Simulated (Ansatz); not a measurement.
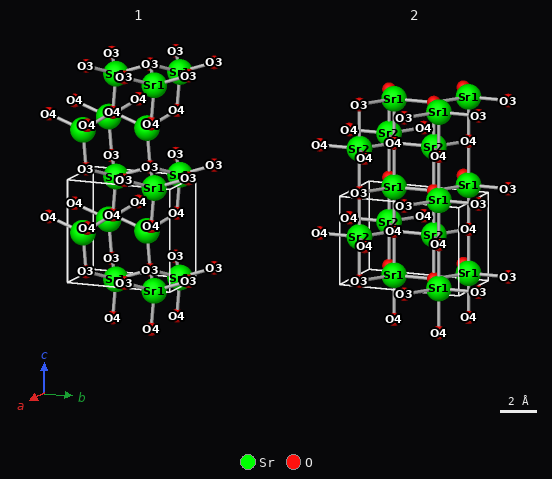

Two geometries of crystalline SrO (built on the CdTe-36 type type), drawn at one scale. One is the start of a relaxation, the other its converged end. The picture is a ball-and-stick view of the conventional cell (2 times the calculation's cell), repeated 1 × 1 × 2 with one cell outlined, seen slightly off an axis. Lengths and directions refer to the drawn axes.

Theory: Ansatz 0.2.0, DFT, PBEsol, plane waves, PAW. (plane-wave cutoff 420 eV; k-point mesh 6 × 6 × 4; occupations fermi dirac; smearing width 0.03 eV; no spin polarisation; cell and atoms relaxed; force threshold 0.01 eV/Å; at most 120 steps)

### Which geometry has the lower energy?

Structure 2 is the relaxed one. Over 12 accepted moves (15 points after the start) the energy falls by 299 meV per atom. The largest force component goes from 0.25 to under 0.0001 eV/Å. Pressure: 21.01 GPa at the start and 0.00 GPa at the end. The SCF was repeated 3 times at an unchanged geometry on a basis and grid sized afresh for the cell, which shifted the energy by 35.5 meV per atom at most. The largest moves relative to the cell, 0.34 Å, are those of Sr1, Sr2, O3 and O4. O3 goes roughly along [0 −1 −3]. By element the largest moves are O 0.34 Å, Sr 0.34 Å. The drawn cell changes as follows: a 3.681 → 4.238 Å (+15.1 %), b 6.295 → 7.330 Å (+16.5 %), c 5.955 → 5.110 Å (−14.2 %); the volume changes by +15.0 %. Some distances before and after: Sr1–O4 3.725 → 2.555 Å, Sr1–O4 (another image) 2.244 → 2.555 Å, Sr1–O3 2.228 → 2.445 Å, Sr1–Sr2 3.714 → 3.536 Å. New bonds form: Sr1–O4 (3.72 → 2.55 Å), Sr2–O3 (3.72 → 2.55 Å). Among the angles between lasting bonds that change: O3–Sr1–O4 114.4° → 90.0°, Sr1–O4–Sr2 111.7° → 90.0°, O3–Sr1–O4 106.8° → 90.0°. The space group (tolerance 0.01 Å) goes from Cmc2_1 (No. 36) to P6_3/mmc (No. 194). The run took 39 s on 2 threads of Intel(R) Xeon(R) Platinum 8259CL CPU @ 2.50GHz (Skylake/Cascade Lake), with other jobs on the host, peak memory 0.46 GiB.
